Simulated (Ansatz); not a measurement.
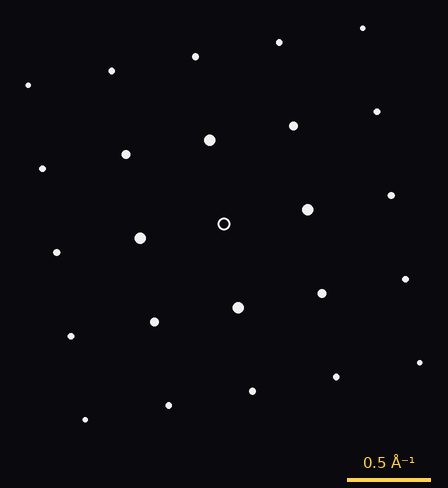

Simulated selected-area electron diffraction pattern (200 kV, kinematic approximation, thin crystal, B = 0.3 Å² for all atoms).

Candidate phases (model or computed cells):
A. Cu, space group Pm-3m (No. 221), a = 2.360 Å
B. Si, space group P6_3/mmc (No. 194), a = 2.71 Å, c = 4.57 Å (hexagonal axes)
C. Si, space group P6_3/mmc (No. 194), a = 2.67 Å, c = 4.50 Å (hexagonal axes)
D. Si, space group Fd-3m (No. 227), a = 5.53 Å

Question: Which candidate gives this pattern, and along which zone?

Answer: Candidate D (Si), along [001] or an equivalent direction. The spots form a square net with both shortest vectors at d = 1.96 Å, 90.0° apart. They index as 2 -2 0 and 2 2 0; no zone of the other candidates with indices up to 3 has this net. Some points of the net are extinct or too weak to see.
